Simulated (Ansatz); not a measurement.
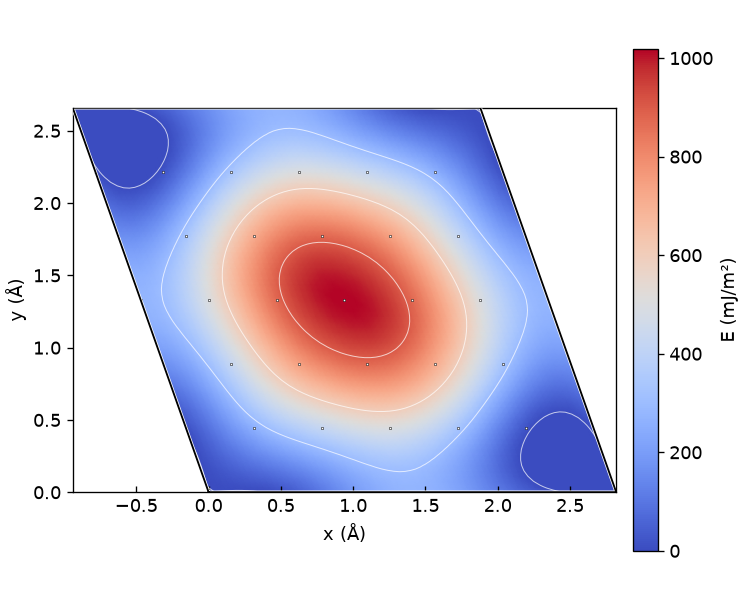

Ti (Im-3m, No. 229; 4 atoms in the cell). 
- Gamma surface: rigid slide across a plane, one fault a cell; the plane is (0 1 1) of the conventional cell.
- Places are given modulo a cell vector. The map is drawn in real space over the plane of the slide.
- Nothing is relaxed (rigid halves, spacing across the cut fixed).
- Grid: 6 × 6 points; 13 points were computed and 23 follow by symmetry.
- Energies: mJ/m², counted from the lowest grid point.
- This map comes from DFT PBE, scalar-relativistic, plane waves, PAW in Ansatz 0.2.0. Settings: cutoff 520 eV, k-mesh 16×16×5 in the order of the run's cell vectors, gaussian smearing 0.15 eV, no spin polarisation.

Drawn: a smooth colour map with a few white contour lines, dots at the grid points, the outline of one cell of the plane. Between grid points the surface is interpolated.

The lowest grid point is at (0/6, 0/6) of the cell vectors. The bottom of the well lies between grid points, at (0/6, 0/6) of the cell vectors, about 68 mJ/m² lower on the interpolated surface. It is the only kind of minimum in the scanned range. The highest grid point, (3/6, 3/6) of the cell vectors, lies 1018 mJ/m² above the lowest.

The system is changed to Al (Im-3m, No. 229; 4 atoms in the cell); with it change cutoff 420 eV (before 520 eV); the new grid has 10 × 10 points.

### What will the new map look like?

The minimum (interpolated where it lies between grid points) moves from (0/6, 0/6) of the cell vectors to (1/10, 8/10) of the cell vectors. The span from the lowest to the highest grid point grows from 1018 to 1347 mJ/m².

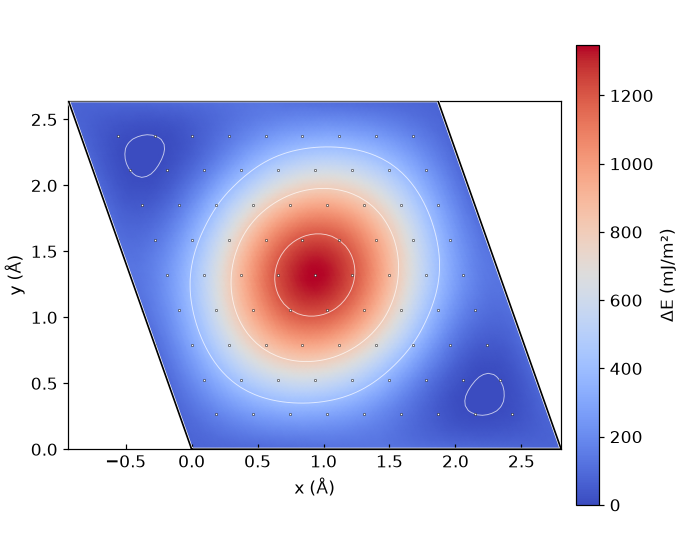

The map after the change, on a colour scale of its own. The picture shows a smooth colour map with a few white contour lines, dots at the grid points, the outline of one cell of the plane. Between grid points the surface is interpolated.

PAW datasets: the set soft_1.
